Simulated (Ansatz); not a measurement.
Run report: Al9N, geometry relaxation (part 2 of 2)

Al9N (slab, 10 atoms in the cell); DFT PBEsol, scalar-relativistic, plane waves, PAW, no spin polarisation (Ansatz 0.2.0); cutoff 420 eV, 12×12×1 k-mesh, Gaussian smearing of 0.1 eV. The structure derives from a Materials Project entry. The input holds or restrains some coordinates. Forces given for the steps count only the free coordinates. It belongs to a series of runs on one base structure; here: N over the place (0/4, 1/4) of the surface cell, its height relaxed.

Geometry of the input (Å; fractional positions):
```
2.8363  0.0000  0.0000
-1.4181  2.4563  0.0000
0.0000  0.0000  37.6443
Al 0.3333  0.6667  0.2258
Al 0.0000  0.0000  0.2877
Al 0.6667  0.3333  0.3496
Al 0.0000  0.0000  0.4115
Al 0.3333  0.6667  0.4729
Al 0.0000  0.0000  0.5343
Al 0.6667  0.3333  0.5966
Al 0.0000  0.0000  0.6584
Al 0.3333  0.6667  0.7209
N  0.3333  0.9167  0.7687
```

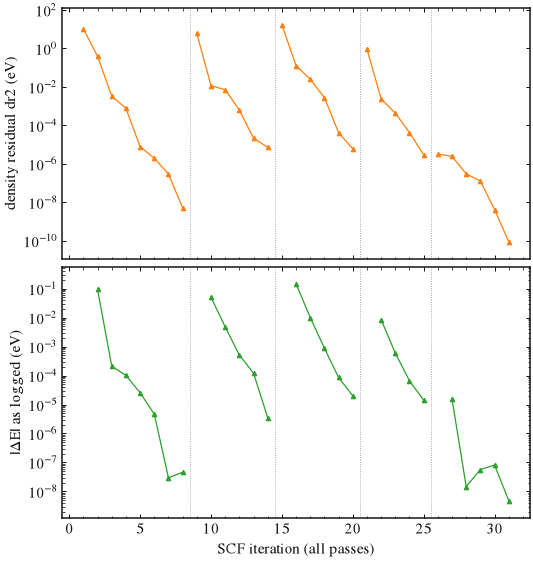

*Convergence of the self-consistent field: density residual dr2 and size of the energy change against the SCF iteration. The dotted lines part the SCF passes of the relaxation: geometry steps, rejected trials and re-solves on a re-selected basis.*

The 5 passes take 5 to 8 iterations each, 31 in all.

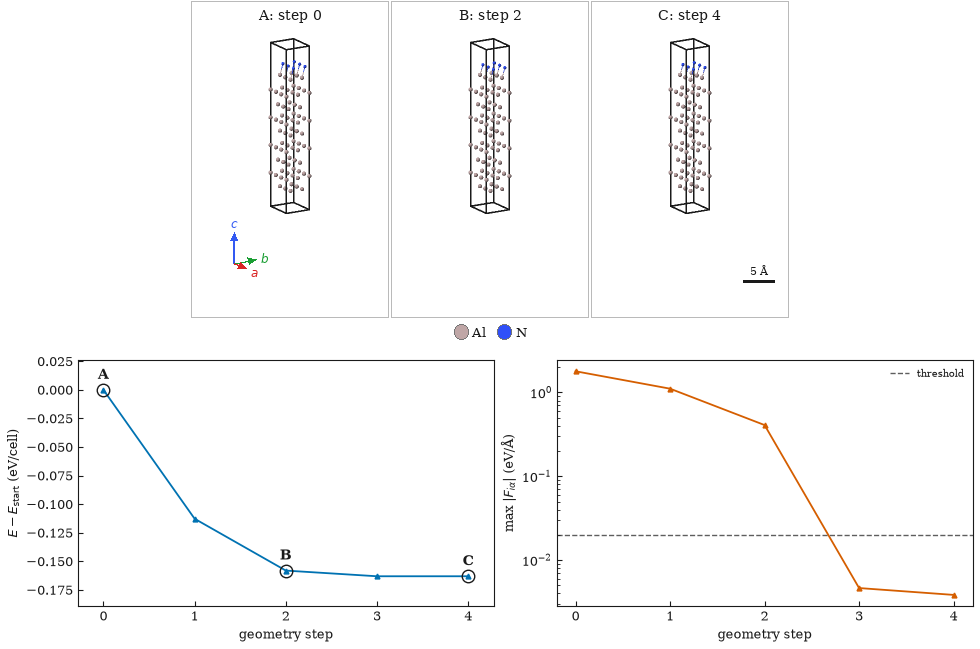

*Frames of the restrained relaxation (ball-and-stick view of the 3 × 2 repeat of the cell, with the vacuum cut short, seen slightly off an axis) above the curves, on which the letters mark them (the first geometry is step 0 here and step 1 in the log).*

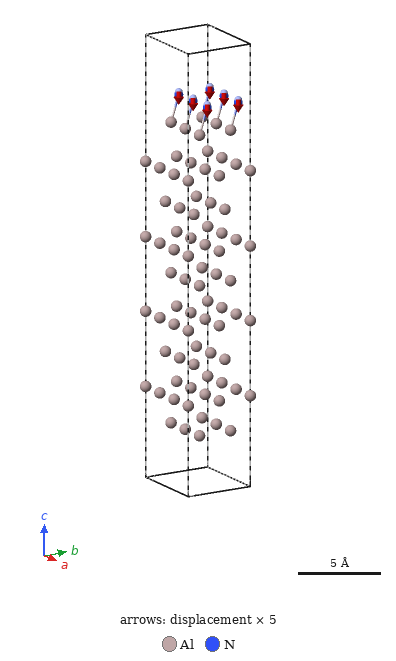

*Start (faint) and end (solid) with the displacements as red arrows, magnified 5 times (ball-and-stick view of the 3 × 2 repeat of the cell, with the vacuum cut short, seen slightly off an axis).*

N10 moves most: 0.16 Å. Al stays in place. The cell stays as it was. Among the contacts that change: Al9–N10 1.935 → 1.785 Å. The energy falls by 0.163 eV per cell of the calculation in 4 geometry steps. The largest force component goes from 1.8 to 0.0038 eV/Å. (Atoms are counted from 1 in the order of the input.)

```
WARN: The output density's exchange-correlation potential varies sharply where the density is thin. Do not read a vacuum level from v_tot or v_xc, or from such a field of the output density. On a cell that repeats whose density bears no net charge and no dipole along the vacuum's axis use v_es (v_loc + v_h of the components); under efield.dipole_correction with no amplitude use v_es + v_field, which holds any external_charges[].barrier, or the levels of the report's work_function block, which leave it out; under a non-zero efield.amplitude the vacuum is tilted and has no level; on a cell that repeats and bears such a dipole with no correction it is tilted too, and efield.dipole_correction with no amplitude gives each side of its ramp a level where efield: is served; in a cell that repeats whose density bears a net charge (total_charge, or a fill off its count) it is curved and has none; of a slab under crystal.periodic whose density bears no net charge use v_es, which has a level on each side, short of where the two are joined; of another it falls or rises all the way out and has none; of a slab beside external_charges read slab_vacuum_level instead, which it has where they leave it neutral. The grid or the basis barely resolves most such structure, and the values can differ between equally converged runs; as a rule a tighter scf.convergence.dr2_threshold does not remove it. Where the density itself ripples (under the LDA too) a higher basis.ecutwfc lessens it. The files hold the spikes' plane waves up to the density's cutoff. Files: v_tot_of_output_density and the like, and their columns of v_z.tsv (output.write_potential); v_xc_of_output_density and the like, and their columns of v_comp_z.tsv (output.write_potential_components). Measured: with its Gaussian average of σ = 0.25 Å subtracted twice, the exchange-correlation potential is over 0.1 eV at 20 of the grid points where the equally averaged density (valence and model cores) is under 1e-3 e/Å³, and 0.187 eV at the most among them, at an averaged density of 2.8e-7 e/Å³. The input density's (outcome.potential() and, of a run that writes arrays, v_tot and v_xc) is over 0.1 eV, so measured, at 32 points of its own thin density, 0.228 eV at the most. See output.write_potential in the manual, Limitations
SCF converged after 6 iterations
Free energy (F): -5095.319045 eV
Harris-Foulkes:  -5095.319045 eV  (|F-HF|=5.36e-10)
Internal energy: -5095.290253 eV  (E = F + TS)
E sigma→0 (E₀):  -5095.304649 eV
Entropy (-TS):   -0.028792 eV (-2.879 meV/atom)
Fermi energy:    2.015446 eV
Dipole field:    D = -0.114150 V/Å  (p = -0.165441 e·Å, saw-weighted, corrected)
Work function:   Φ+ = 8.3933 eV   Φ− = 4.0962 eV
Levels:          The Fermi level and band energies are counted from a zero that moves with the ramp; work functions are not
--- Per-component energies (eV) ---
  E_band       = -82.703479
  E_kinetic    = 325.811722
  E_local      = -11863.852255  (includes V_loc(G=0)·N_el)
  E_nonlocal   = 141.497670
  E_hartree    = 5847.146950
  E_xc         = -410.411057
  E_vxc        = -333.299610  (∫ρ·V_xc dr)
  E_paw        = -4213.557683  (= ΣΔE_a)
  E_vpaw       = -50.108643  (= ΣTr[D̂ρ^β])
  E_aug_tail   = 0.000053  (compensation charges beyond the density's cutoff)
  E_efield     = 0.009443  (sawtooth field / dipole correction)
  E_vefield    = 2.953730  (∫n·V_field dr)
  E_ewald      = 5077.864554
  E_core_change = 0.200350  (= ΣΔE_core)
  E_smearing   = -0.028792  (= −TS)
  E_closure    = -0.000000  (closes the sum)
  Σ components = -5095.319045   (vs F -5095.319045, Δ=0.00e0)
--- Forces (eV/Å), atoms counted from 1 ---
  atom   1  Al    -0.00075258    -0.00027861    -0.02952862
  atom   2  Al    -0.00021153    -0.00176405     0.08485370
  atom   3  Al    -0.00024006    -0.00181119    -0.06035101
  atom   4  Al     0.00655908     0.00128521     0.00553746
  atom   5  Al    -0.00553525     0.00523834    -0.02040376
  atom   6  Al     0.00370607    -0.00289755     0.05359226
  atom   7  Al     0.00321614     0.00901586     0.00597401
  atom   8  Al    -0.07851830     0.00984735     0.18020828
  atom   9  Al     0.68563703    -1.18093846    -0.21603488
  atom  10  N     -0.61386090     1.16230371    -0.00384434
  max |Σ_I F_I| component: 3.11e-6 eV/Å
--- Band table (eV; the first three rows and the last of 74) ---
  k-point 0: bands = ["-12.1713", "-9.1430", "-8.8575", "-8.4609", "-7.8830", "-7.1545", "-6.3089", "-5.3079", "-4.2063", "-2.9414", "-1.7767", "-0.4786", "0.7574", "2.0929", "3.1273", "3.2851", "3.6738", "5.0684", "6.1011", "6.9893", "7.9327", "9.0449", "10.0269", "10.4510", "11.1292", "12.0042"]
  k-point 1: bands = ["-12.0773", "-8.9731", "-8.6881", "-8.2924", "-7.7156", "-6.9887", "-6.1448", "-5.1455", "-4.0463", "-2.7827", "-1.6299", "-0.3398", "0.8827", "2.1585", "2.8374", "3.1960", "3.8243", "5.2278", "6.2639", "7.1453", "8.0797", "9.1643", "10.1121", "10.2824", "10.4505", "10.6872"]
  k-point 2: bands = ["-11.8075", "-8.4646", "-8.1812", "-7.7883", "-7.2147", "-6.4926", "-5.6541", "-4.6607", "-3.5696", "-2.3126", "-1.1970", "0.0654", "1.1802", "1.7851", "2.7764", "3.0317", "4.2256", "5.6138", "6.6811", "7.1606", "7.3239", "7.6332", "7.7228", "8.3426", "8.5897", "8.9079"]
  k-point 73: bands = ["-10.3986", "-3.2107", "-3.1189", "-2.9750", "-2.8661", "-2.6956", "-2.5296", "-2.3265", "-2.0969", "-1.8347", "-1.0918", "-1.0034", "-0.4957", "-0.3398", "0.0691", "0.8758", "1.1623", "1.7937", "2.0732", "2.3347", "3.1167", "3.2456", "4.3206", "4.5149", "5.6897", "5.8862"]
--- Relaxed structure (5 steps of the walk, 5 accepted, 0 SCFs on fresh bases) ---
  F+E_penalty+E_count = -5095.31904511 eV   max|allowed force component| = 3.844e-3 eV/Å
  atoms:
    - { symbol: Al, position: [0.3333333332999999, 0.6666666667, 0.2257978033] }
    - { symbol: Al, position: [0.0, 0.0, 0.28770724059999997] }
    - { symbol: Al, position: [0.6666666667, 0.3333333333, 0.3496166779] }
    - { symbol: Al, position: [0.0, 0.0, 0.4115261153] }
    - { symbol: Al, position: [0.3333333332999999, 0.6666666667, 0.47291612369999997] }
    - { symbol: Al, position: [0.0, 0.0, 0.5342805556] }
    - { symbol: Al, position: [0.6666666667, 0.3333333333, 0.5966221374999999] }
    - { symbol: Al, position: [0.0, 0.0, 0.6583877038] }
    - { symbol: Al, position: [0.3333333332999999, 0.6666666667, 0.7209215701] }
    - { symbol: N, position: [0.3333333332999999, 0.9166666667, 0.7644443616986045] }
```

Trajectory as extended XYZ (Å, eV, eV/Å), 5 frames, from step=1 to step=5
```
10
Lattice="2.8363 0.0000 0.0000 -1.4181 2.4563 0.0000 0.0000 0.0000 37.6443" Properties=species:S:1:pos:R:3:forces:R:3 step=1 energy=-5095.15603
Al    0.0000    1.6375    8.5000    0.0000  -0.0006  -0.0183
Al    0.0000    0.0000   10.8305   -0.0019  -0.0010   0.0911
Al    1.4181    0.8188   13.1611   -0.0009  -0.0027  -0.0586
Al    0.0000    0.0000   15.4916    0.0088   0.0006  -0.0059
Al    0.0000    1.6375   17.8026   -0.0050   0.0053  -0.0231
Al    0.0000    0.0000   20.1126   -0.0015  -0.0030   0.0503
Al    1.4181    0.8188   22.4594    0.0039   0.0157   0.0023
Al    0.0000    0.0000   24.7845   -0.0716   0.0097   0.2155
Al    0.0000    1.6375   27.1386    0.1574  -0.2728   1.5367
N    -0.3545    2.2516   28.9386   -0.0890   0.2489  -1.7899
10
Lattice="2.8363 0.0000 0.0000 -1.4181 2.4563 0.0000 0.0000 0.0000 37.6443" Properties=species:S:1:pos:R:3:forces:R:3 step=2 energy=-5095.26875
Al    0.0000    1.6375    8.5000   -0.0004  -0.0005  -0.0248
Al    0.0000    0.0000   10.8305   -0.0013  -0.0014   0.0891
Al    1.4181    0.8188   13.1611   -0.0006  -0.0022  -0.0609
Al    0.0000    0.0000   15.4916    0.0080   0.0011   0.0001
Al    0.0000    1.6375   17.8026   -0.0056   0.0054  -0.0218
Al    0.0000    0.0000   20.1126    0.0007  -0.0032   0.0522
Al    1.4181    0.8188   22.4594    0.0035   0.0130   0.0040
Al    0.0000    0.0000   24.7845   -0.0753   0.0102   0.2058
Al    0.0000    1.6375   27.1386    0.3544  -0.6117   0.8653
N    -0.3545    2.2516   28.8619   -0.2833   0.5894  -1.1092
10
Lattice="2.8363 0.0000 0.0000 -1.4181 2.4563 0.0000 0.0000 0.0000 37.6443" Properties=species:S:1:pos:R:3:forces:R:3 step=3 energy=-5095.31407
Al    0.0000    1.6375    8.5000   -0.0008  -0.0002  -0.0305
Al    0.0000    0.0000   10.8305    0.0001  -0.0018   0.0835
Al    1.4181    0.8188   13.1611   -0.0001  -0.0017  -0.0597
Al    0.0000    0.0000   15.4916    0.0061   0.0012   0.0069
Al    0.0000    1.6375   17.8026   -0.0054   0.0051  -0.0202
Al    0.0000    0.0000   20.1126    0.0047  -0.0027   0.0537
Al    1.4181    0.8188   22.4594    0.0031   0.0076   0.0068
Al    0.0000    0.0000   24.7845   -0.0791   0.0093   0.1693
Al    0.0000    1.6375   27.1386    0.8116  -1.3972  -0.6175
N    -0.3545    2.2516   28.7521   -0.7400   1.3804   0.4083
10
Lattice="2.8363 0.0000 0.0000 -1.4181 2.4563 0.0000 0.0000 0.0000 37.6443" Properties=species:S:1:pos:R:3:forces:R:3 step=4 energy=-5095.31904
Al    0.0000    1.6375    8.5000   -0.0008  -0.0003  -0.0294
Al    0.0000    0.0000   10.8305   -0.0002  -0.0018   0.0847
Al    1.4181    0.8188   13.1611   -0.0002  -0.0018  -0.0602
Al    0.0000    0.0000   15.4916    0.0066   0.0013   0.0054
Al    0.0000    1.6375   17.8026   -0.0055   0.0052  -0.0204
Al    0.0000    0.0000   20.1126    0.0037  -0.0029   0.0538
Al    1.4181    0.8188   22.4594    0.0032   0.0090   0.0063
Al    0.0000    0.0000   24.7845   -0.0785   0.0098   0.1790
Al    0.0000    1.6375   27.1386    0.6855  -1.1807  -0.2146
N    -0.3545    2.2516   28.7770   -0.6138   1.1623  -0.0046
10
Lattice="2.8363 0.0000 0.0000 -1.4181 2.4563 0.0000 0.0000 0.0000 37.6443" Properties=species:S:1:pos:R:3:forces:R:3 step=5 energy=-5095.31905
Al    0.0000    1.6375    8.5000   -0.0008  -0.0003  -0.0295
Al    0.0000    0.0000   10.8305   -0.0002  -0.0018   0.0849
Al    1.4181    0.8188   13.1611   -0.0002  -0.0018  -0.0604
Al    0.0000    0.0000   15.4916    0.0066   0.0013   0.0055
Al    0.0000    1.6375   17.8026   -0.0055   0.0052  -0.0204
Al    0.0000    0.0000   20.1126    0.0037  -0.0029   0.0536
Al    1.4181    0.8188   22.4594    0.0032   0.0090   0.0060
Al    0.0000    0.0000   24.7845   -0.0785   0.0098   0.1802
Al    0.0000    1.6375   27.1386    0.6856  -1.1809  -0.2160
N    -0.3545    2.2516   28.7770   -0.6139   1.1623  -0.0038
```

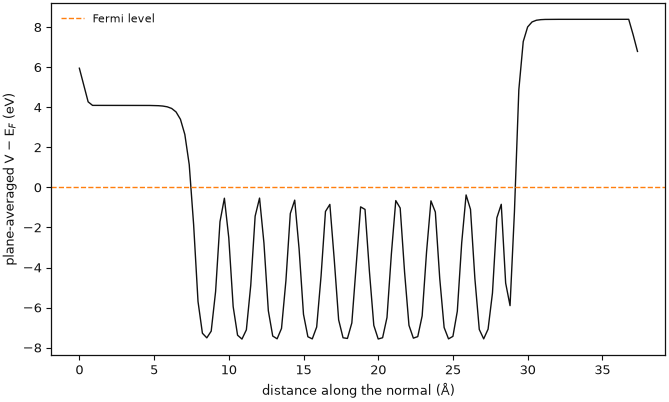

*Plane average of the electrostatic potential energy of an electron across the cell, from the Fermi level.*

The vacuum level lies 8.39 eV above the Fermi level on the upper side and 4.10 eV on the lower.

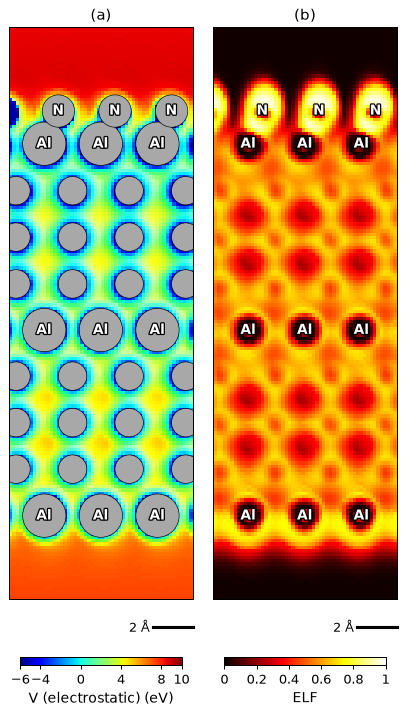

*(a) electrostatic potential energy of an electron; (b) ELF on the (100) plane of the calculation cell, a cut from vacuum to vacuum. Grey discs, where drawn, cover atomic cores.*

Atoms in the plane: Al and N. Al–N (1.79 Å): the ELF is about 0.85 at the midpoint. The fields are those of the smooth PAW valence density.

Summary

```csv
quantity,value
outcome,converged under the restraints of the input
electrons treated,32
free energy,−5095.3190 eV
"work function, top face",8.39 eV
"work function, bottom face",4.10 eV
Fermi energy,2.015 eV
gap on the k-point mesh,none (metallic)
final volume,262.26 Å³
work function (upper face),8.39 eV
"largest force (length of the vector) at the end, held atoms and coordinates included",1.383 eV/Å
hardware,"1 thread of Intel Xeon @ 2.70GHz, 189 GiB of memory available, shared host"
wall time,5.6 min
peak memory,0.75 GiB
```

Remarks

Warnings of the run: the exchange-correlation potential is rough where the density is thin.
